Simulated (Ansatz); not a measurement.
# How much does Ti in Mo(100), 2x2 scatter?, part 2 of 3

How strong a scatterer is Ti in Mo(100), 2x2, and does relaxation matter?

Ansatz 0.2.0; Ansatz plane-wave DFT, PBE, PAW files; ballistic transport by layer matching (Landauer), zero bias; PAW set soft_1 (the session's first sound run).

So far, resistivity per at.% scaled from this dense plane, with the factor 3/4 for isotropic scattering (µΩ cm): step 3 (resistance at ideal sites) 2.20.

### Step 4. Relaxing the neighbours

The neighbours of the defect are let go while the lead's layers stay on their sites, since a lead must repeat to 0.01 Å.

This step: Ansatz plane-wave DFT, PBE, PAW files; relaxation with the lead's layers held; PAW set soft_1 (Ansatz 0.2.0).

Input file input.yaml:

```yaml
crystal:
  lattice:
    - [6.294, 0.0, 0.0]
    - [0.0, 6.294, 0.0]
    - [0.0, 0.0, 28.323]
  atoms:
    - { symbol: Mo, position: [0.0, 0.0, 0.0277777778] }
    - { symbol: Mo, position: [0.0, 0.5, 0.0277777778] }
    - { symbol: Mo, position: [0.5, 0.0, 0.0277777778] }
    - { symbol: Mo, position: [0.5, 0.5, 0.0277777778] }
    - { symbol: Mo, position: [0.25, 0.25, 0.0833333333] }
    - { symbol: Mo, position: [0.25, 0.75, 0.0833333333] }
    - { symbol: Mo, position: [0.75, 0.25, 0.0833333333] }
    - { symbol: Mo, position: [0.75, 0.75, 0.0833333333] }
    - { symbol: Mo, position: [0.0, 0.0, 0.1388888889] }
    - { symbol: Mo, position: [0.0, 0.5, 0.1388888889] }
    - { symbol: Mo, position: [0.5, 0.0, 0.1388888889] }
    - { symbol: Mo, position: [0.5, 0.5, 0.1388888889] }
    - { symbol: Mo, position: [0.25, 0.25, 0.1944444444] }
    - { symbol: Mo, position: [0.25, 0.75, 0.1944444444] }
    - { symbol: Mo, position: [0.75, 0.25, 0.1944444444] }
    - { symbol: Mo, position: [0.75, 0.75, 0.1944444444] }
    - { symbol: Mo, position: [0.0, 0.0, 0.25] }
    - { symbol: Mo, position: [0.0, 0.5, 0.25] }
    - { symbol: Mo, position: [0.5, 0.0, 0.25] }
    - { symbol: Mo, position: [0.5, 0.5, 0.25] }
    - { symbol: Mo, position: [0.25, 0.25, 0.3055555556] }
    - { symbol: Mo, position: [0.25, 0.75, 0.3055555556] }
    - { symbol: Mo, position: [0.75, 0.25, 0.3055555556] }
    - { symbol: Mo, position: [0.75, 0.75, 0.3055555556] }
    - { symbol: Mo, position: [0.0, 0.0, 0.3611111111] }
    - { symbol: Mo, position: [0.0, 0.5, 0.3611111111] }
    - { symbol: Mo, position: [0.5, 0.0, 0.3611111111] }
    - { symbol: Mo, position: [0.5, 0.5, 0.3611111111] }
    - { symbol: Mo, position: [0.25, 0.25, 0.4166666667] }
    - { symbol: Mo, position: [0.25, 0.75, 0.4166666667] }
    - { symbol: Mo, position: [0.75, 0.25, 0.4166666667] }
    - { symbol: Mo, position: [0.75, 0.75, 0.4166666667] }
    - { symbol: Mo, position: [0.0, 0.0, 0.4722222222] }
    - { symbol: Mo, position: [0.0, 0.5, 0.4722222222] }
    - { symbol: Mo, position: [0.5, 0.0, 0.4722222222] }
    - { symbol: Mo, position: [0.5, 0.5, 0.4722222222] }
    - { symbol: Ti, position: [0.25, 0.25, 0.5277777778] }
    - { symbol: Mo, position: [0.25, 0.75, 0.5277777778] }
    - { symbol: Mo, position: [0.75, 0.25, 0.5277777778] }
    - { symbol: Mo, position: [0.75, 0.75, 0.5277777778] }
    - { symbol: Mo, position: [0.0, 0.0, 0.5833333333] }
    - { symbol: Mo, position: [0.0, 0.5, 0.5833333333] }
    - { symbol: Mo, position: [0.5, 0.0, 0.5833333333] }
    - { symbol: Mo, position: [0.5, 0.5, 0.5833333333] }
    - { symbol: Mo, position: [0.25, 0.25, 0.6388888889] }
    - { symbol: Mo, position: [0.25, 0.75, 0.6388888889] }
    - { symbol: Mo, position: [0.75, 0.25, 0.6388888889] }
    - { symbol: Mo, position: [0.75, 0.75, 0.6388888889] }
    - { symbol: Mo, position: [0.0, 0.0, 0.6944444444] }
    - { symbol: Mo, position: [0.0, 0.5, 0.6944444444] }
    - { symbol: Mo, position: [0.5, 0.0, 0.6944444444] }
    - { symbol: Mo, position: [0.5, 0.5, 0.6944444444] }
    - { symbol: Mo, position: [0.25, 0.25, 0.75] }
    - { symbol: Mo, position: [0.25, 0.75, 0.75] }
    - { symbol: Mo, position: [0.75, 0.25, 0.75] }
    - { symbol: Mo, position: [0.75, 0.75, 0.75] }
    - { symbol: Mo, position: [0.0, 0.0, 0.8055555556] }
    - { symbol: Mo, position: [0.0, 0.5, 0.8055555556] }
    - { symbol: Mo, position: [0.5, 0.0, 0.8055555556] }
    - { symbol: Mo, position: [0.5, 0.5, 0.8055555556] }
    - { symbol: Mo, position: [0.25, 0.25, 0.8611111111] }
    - { symbol: Mo, position: [0.25, 0.75, 0.8611111111] }
    - { symbol: Mo, position: [0.75, 0.25, 0.8611111111] }
    - { symbol: Mo, position: [0.75, 0.75, 0.8611111111] }
    - { symbol: Mo, position: [0.0, 0.0, 0.9166666667] }
    - { symbol: Mo, position: [0.0, 0.5, 0.9166666667] }
    - { symbol: Mo, position: [0.5, 0.0, 0.9166666667] }
    - { symbol: Mo, position: [0.5, 0.5, 0.9166666667] }
    - { symbol: Mo, position: [0.25, 0.25, 0.9722222222] }
    - { symbol: Mo, position: [0.25, 0.75, 0.9722222222] }
    - { symbol: Mo, position: [0.75, 0.25, 0.9722222222] }
    - { symbol: Mo, position: [0.75, 0.75, 0.9722222222] }
kpoints:
  mp_grid: { grid: [4, 4, 1] }
hamiltonian:
  xc: pbe
  pseudopotentials: { kind: paw, azcp: { folder: soft_1 } }
scf:
  occupations: { method: fermi_dirac, width: 0.1 }
relax:
  f_tol: 0.03
  max_steps: 40
  constraints:
    - { sites: [0, 1, 2, 3, 4, 5, 6, 7, 8, 9, 10, 11, 12, 13, 14, 15, 16, 17, 18, 19, 52, 53, 54, 55, 56, 57, 58, 59, 60, 61, 62, 63, 64, 65, 66, 67, 68, 69, 70, 71] }
```

Launch:

```sh
$ ansatz run input.yaml --threads 4 --pin off --max-ram 15360MiB --backend cpu --events-out ev --progress --plain --runs-dir out
```

Numbers of over 12 decimals in the logs are rounded to 6 here.

What it wrote:

```text
Warning: crystal.symmetry: narrowed to the stabiliser of the relax constraints — unitary ops 16 → 8; lowered at sites 20, 21, 22, 23, 52, 53, 54, 55 (the operations that carried what is held of a site onto what its image site leaves free; the constrained walk keeps no symmetry that its constraints do not admit)
[...]
Crystal: 72 atoms, lattice volume = 1122.000 Å³
Basis set: ecut = 420 eV, 21955 PW (Γ), exchange–correlation on 90×90×384 points (8 copies of the dense FFT grid, shifted against one another)
Bands: 604, of which v1, the nominal top of the filled ones, is band 503 counted from 1 (502 counted from 0)
Symmetry: 8 space group operations
k-points: 6 of 16
[...]
SCF iter   1: F=—  HF=-354464.178802 eV  |F-HF|=—  |Δ(HF+E_count)|=         —  Δρ=1.61e-1  dr2=4.28e3  ethr=3.10e-3  ⟨swp⟩=4.8  Hψ=11596  notcnv=0
[...]
SCF iter   9: F=-354380.783986 eV  HF=-354380.783991 eV  |F-HF|=5.05e-6  |Δ(HF+E_count)|=   3.93e-6  Δρ=1.00e-5  dr2=5.39e-6  ethr=2.24e-9  ⟨swp⟩=2.0  Hψ=11276  notcnv=0
SCF 1 converged in 9 iterations: F = -354380.783986 eV  dr2 = 5.39e-6
[...]
relax step   1: F+E_penalty+E_count = -354380.78398643 eV  Δ(F+E_penalty+E_count) = +0.000e0 eV  max|allowed force component| = 2.722e-1 eV/Å  Δτ_max = 0.0000 Å  (9 SCF iters, dr2 threshold 2.25e-5 eV, accepted)
[...]
iter 1 solved again at ethr=1.56e-5 eV; its pass at ethr=3.10e-3 eV (dr2=1.57e-1 eV) is discarded
[...]
SCF iter   6: F=-354380.776672 eV  HF=-354380.776672 eV  |F-HF|=1.04e-7  |Δ(HF+E_count)|=   1.32e-7  Δρ=2.11e-6  dr2=1.27e-7  ethr=2.08e-10  ⟨swp⟩=1.5  Hψ=9085  notcnv=0
SCF 2 converged in 6 iterations: F = -354380.776672 eV  dr2 = 1.27e-7
relax step   2: F+E_penalty+E_count = -354380.77667179 eV  Δ(F+E_penalty+E_count) = +7.315e-3 eV  max|allowed force component| = 2.515e-1 eV/Å  Δτ_max = 0.0323 Å  (6 SCF iters, dr2 threshold 4.63e-6 eV, rejected (line search))
SCF iter   1: F=—  HF=-354380.799422 eV  |F-HF|=—  |Δ(HF+E_count)|=         —  Δρ=1.64e-3  dr2=6.94e-2  ethr=6.61e-5  ⟨swp⟩=8.5  Hψ=9758  notcnv=0
[...]
SCF iter   6: F=-354380.794964 eV  HF=-354380.794964 eV  |F-HF|=6.47e-8  |Δ(HF+E_count)|=   5.83e-8  Δρ=1.28e-6  dr2=7.47e-8  ethr=9.94e-12  ⟨swp⟩=2.8  Hψ=12016  notcnv=0
SCF 3 converged in 6 iterations: F = -354380.794964 eV  dr2 = 7.47e-8
relax step   3: F+E_penalty+E_count = -354380.79496375 eV  Δ(F+E_penalty+E_count) = -1.098e-2 eV  max|allowed force component| = 3.839e-2 eV/Å  Δτ_max = 0.0157 Å  (6 SCF iters, accepted)
SCF iter   1: F=—  HF=-354380.794865 eV  |F-HF|=—  |Δ(HF+E_count)|=         —  Δρ=3.13e-4  dr2=7.15e-3  ethr=3.87e-6  ⟨swp⟩=9.2  Hψ=9516  notcnv=0
[...]
SCF iter   6: F=-354380.795166 eV  HF=-354380.795166 eV  |F-HF|=4.54e-9  |Δ(HF+E_count)|=   8.61e-9  Δρ=3.51e-7  dr2=5.05e-9  ethr=9.94e-12  ⟨swp⟩=3.8  Hψ=9575  notcnv=0
SCF 4 converged in 6 iterations: F = -354380.795166 eV  dr2 = 5.05e-9
relax step   4: F+E_penalty+E_count = -354380.79516619 eV  Δ(F+E_penalty+E_count) = -2.024e-4 eV  max|allowed force component| = 1.071e-2 eV/Å  Δτ_max = 0.0050 Å  (6 SCF iters, accepted)
SCF converged after 6 iterations
Free energy (F): -354380.795166 eV
[...]
Internal energy: -354379.148829 eV  (E = F + TS)
E sigma→0 (E₀):  -354379.971998 eV
Entropy (-TS):   -1.646337 eV (-22.866 meV/atom)
Fermi energy:    21.008043 eV
[...]
--- Forces (eV/Å), atoms counted from 1 ---
  atom   1  Mo    -0.00512907    -0.00512907    -0.00090490
  atom   2  Mo    -0.00512907     0.00512907    -0.00090490
  atom   3  Mo     0.00512907    -0.00512907    -0.00090490
  atom   4  Mo     0.00512907     0.00512907    -0.00090490
  atom   5  Mo     0.00000000     0.00000000     0.01749078
  atom   6  Mo     0.00000000     0.00000000     0.00530286
  atom   7  Mo     0.00000000     0.00000000     0.00530286
  atom   8  Mo     0.00000000     0.00000000     0.00896591
  atom   9  Mo    -0.00246081    -0.00246081    -0.02005027
  atom  10  Mo    -0.00246081     0.00246081    -0.02005027
  atom  11  Mo     0.00246081    -0.00246081    -0.02005027
  atom  12  Mo     0.00246081     0.00246081    -0.02005027
  atom  13  Mo     0.00000000     0.00000000     0.05527331
  atom  14  Mo     0.00000000    -0.00000000     0.01645621
  atom  15  Mo     0.00000000     0.00000000     0.01645621
  atom  16  Mo     0.00000000     0.00000000     0.05256557
  atom  17  Mo     0.00110969     0.00110969    -0.02568069
  atom  18  Mo     0.00110969    -0.00110969    -0.02568069
  atom  19  Mo    -0.00110969     0.00110969    -0.02568069
  atom  20  Mo    -0.00110969    -0.00110969    -0.02568069
  atom  21  Mo     0.00000000     0.00000000     0.00772470
  atom  22  Mo     0.00000000     0.00000000     0.00179037
  atom  23  Mo     0.00000000    -0.00000000     0.00179037
  atom  24  Mo    -0.00000000     0.00000000    -0.00342985
  atom  25  Mo    -0.00786923    -0.00786923    -0.00385738
  atom  26  Mo    -0.00786923     0.00786923    -0.00385738
  atom  27  Mo     0.00786923    -0.00786923    -0.00385738
  atom  28  Mo     0.00786923     0.00786923    -0.00385738
  atom  29  Mo    -0.00000000     0.00000000    -0.01071481
  atom  30  Mo    -0.00000000     0.00000000    -0.00365329
  atom  31  Mo    -0.00000000     0.00000000    -0.00365329
  atom  32  Mo     0.00000000     0.00000000     0.00631226
  atom  33  Mo     0.00433418     0.00433418    -0.00517039
  atom  34  Mo     0.00433418    -0.00433418    -0.00517039
  atom  35  Mo    -0.00433418     0.00433418    -0.00517039
  atom  36  Mo    -0.00433418    -0.00433418    -0.00517039
  atom  37  Ti     0.00000000     0.00000000     0.00343383
  atom  38  Mo    -0.00000000     0.00000000    -0.00038946
  atom  39  Mo    -0.00000000    -0.00000000    -0.00038946
  atom  40  Mo    -0.00000000    -0.00000000    -0.00303854
[...]
atom  61  Mo    -0.00000000     0.00000000    -0.04510727
  atom  62  Mo    -0.00000000     0.00000000    -0.00575301
  atom  63  Mo    -0.00000000     0.00000000    -0.00575301
  atom  64  Mo    -0.00000000     0.00000000    -0.01527456
  atom  65  Mo    -0.00235505    -0.00235505     0.01944886
  atom  66  Mo    -0.00235505     0.00235505     0.01944886
  atom  67  Mo     0.00235505    -0.00235505     0.01944886
  atom  68  Mo     0.00235505     0.00235505     0.01944886
  atom  69  Mo    -0.00000000     0.00000000    -0.01396096
  atom  70  Mo    -0.00000000     0.00000000    -0.00560964
  atom  71  Mo    -0.00000000     0.00000000    -0.00560964
  atom  72  Mo    -0.00000000     0.00000000    -0.00627657
  max |Σ_I F_I| component: 9.10e-5 eV/Å
--- Relaxed structure (4 steps of the walk, 3 accepted, 0 SCFs on fresh bases) ---
  F+E_penalty+E_count = -354380.79516619 eV   max|allowed force component| = 1.071e-2 eV/Å
  atoms:
    - { symbol: Mo, position: [0.0, 0.0, 0.027778] }
    - { symbol: Mo, position: [0.0, 0.5, 0.027778] }
    - { symbol: Mo, position: [0.5, 0.0, 0.027778] }
    - { symbol: Mo, position: [0.5, 0.5, 0.027778] }
    - { symbol: Mo, position: [0.25, 0.25, 0.083333] }
    - { symbol: Mo, position: [0.25, 0.75, 0.083333] }
    - { symbol: Mo, position: [0.75, 0.25, 0.083333] }
    - { symbol: Mo, position: [0.75, 0.75, 0.083333] }
    - { symbol: Mo, position: [0.0, 0.0, 0.138889] }
    - { symbol: Mo, position: [0.0, 0.5, 0.138889] }
    - { symbol: Mo, position: [0.5, 0.0, 0.138889] }
    - { symbol: Mo, position: [0.5, 0.5, 0.138889] }
    - { symbol: Mo, position: [0.25, 0.25, 0.194444] }
    - { symbol: Mo, position: [0.25, 0.75, 0.194444] }
    - { symbol: Mo, position: [0.75, 0.25, 0.194444] }
    - { symbol: Mo, position: [0.75, 0.75, 0.194444] }
    - { symbol: Mo, position: [0.0, 0.0, 0.250000] }
    - { symbol: Mo, position: [0.0, 0.5, 0.250000] }
    - { symbol: Mo, position: [0.5, 0.0, 0.250000] }
    - { symbol: Mo, position: [0.5, 0.5, 0.250000] }
    - { symbol: Mo, position: [0.25, 0.25, 0.305632] }
    - { symbol: Mo, position: [0.25, 0.75, 0.305618] }
    - { symbol: Mo, position: [0.75, 0.25, 0.305618] }
    - { symbol: Mo, position: [0.75, 0.75, 0.305987] }
    - { symbol: Mo, position: [0.0001904, 0.0001904, 0.361087] }
    - { symbol: Mo, position: [0.0001904, 0.499810, 0.361087] }
    - { symbol: Mo, position: [0.499810, 0.0001904, 0.361087] }
    - { symbol: Mo, position: [0.499810, 0.499810, 0.361087] }
    - { symbol: Mo, position: [0.25, 0.25, 0.417136] }
    - { symbol: Mo, position: [0.25, 0.75, 0.416735] }
    - { symbol: Mo, position: [0.75, 0.25, 0.416735] }
    - { symbol: Mo, position: [0.75, 0.75, 0.417340] }
    - { symbol: Mo, position: [-0.000566018, -0.000566018, 0.472147] }
    - { symbol: Mo, position: [-0.000566018, 0.500566, 0.472147] }
    - { symbol: Mo, position: [0.500566, -0.000566018, 0.472147] }
    - { symbol: Mo, position: [0.500566, 0.500566, 0.472147] }
    - { symbol: Ti, position: [0.25, 0.25, 0.527847] }
    - { symbol: Mo, position: [0.25, 0.75, 0.527857] }
    - { symbol: Mo, position: [0.75, 0.25, 0.527857] }
    - { symbol: Mo, position: [0.75, 0.75, 0.527880] }
    - { symbol: Mo, position: [-0.000516821, -0.000516821, 0.583569] }
[...]
- { symbol: Mo, position: [0.25, 0.25, 0.861111] }
    - { symbol: Mo, position: [0.25, 0.75, 0.861111] }
    - { symbol: Mo, position: [0.75, 0.25, 0.861111] }
    - { symbol: Mo, position: [0.75, 0.75, 0.861111] }
    - { symbol: Mo, position: [0.0, 0.0, 0.916667] }
    - { symbol: Mo, position: [0.0, 0.5, 0.916667] }
    - { symbol: Mo, position: [0.5, 0.0, 0.916667] }
    - { symbol: Mo, position: [0.5, 0.5, 0.916667] }
    - { symbol: Mo, position: [0.25, 0.25, 0.972222] }
    - { symbol: Mo, position: [0.25, 0.75, 0.972222] }
    - { symbol: Mo, position: [0.75, 0.25, 0.972222] }
    - { symbol: Mo, position: [0.75, 0.75, 0.972222] }
```

The job ended after 16 min (4 threads of Arm Neoverse V1, shared host; peak memory 8.7 GiB).

Relaxation path:

```tsv
step	energy less that of the first step (eV)	largest force component (eV/Å)
1	0.0000	0.2722
2	0.0073	0.2515
3	-0.0110	0.0384
4	-0.0112	0.0107
```

Relaxation step 2 was tried and not accepted.

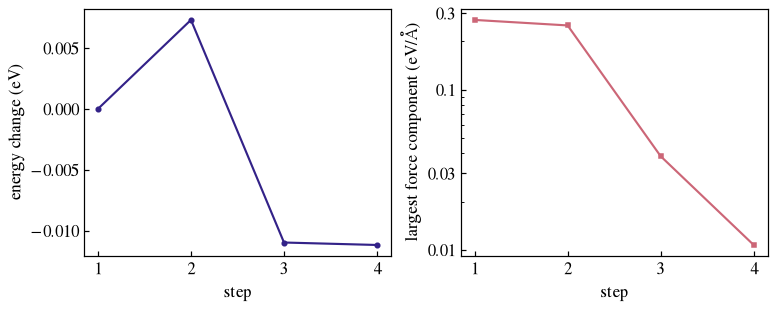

Energy and largest force along the relaxation.

The atoms that moved most (Å):

```tsv
atom	dx	dy	dz	length
Mo32	0.000	0.000	0.019	0.019
Mo48	0.000	0.000	-0.014	0.014
Mo29	0.000	0.000	0.013	0.013
Mo24	0.000	0.000	0.012	0.012
Mo45	0.000	0.000	-0.008	0.008
Mo41	-0.003	-0.003	0.007	0.008
Mo42	-0.003	0.003	0.007	0.008
Mo43	0.003	-0.003	0.007	0.008
```

Numbers from this step:

- free energy: -354380.7952 eV
- energy at zero smearing: -354379.9720 eV

The largest force component on a free atom ends at 0.011 eV/Å, under the tolerance of 0.03, after 4 steps.

[end of part 2 of 3]

[Logs are printed without paths, hosts, clocks, repeated set-up lines and the standing remarks that a program may print on its own settings, such as how far it seeks lower states.]

[Hosts, paths, dates, database ids (printed as entryN), source tags and the programs' standing remarks are cut or masked in the printed files.]
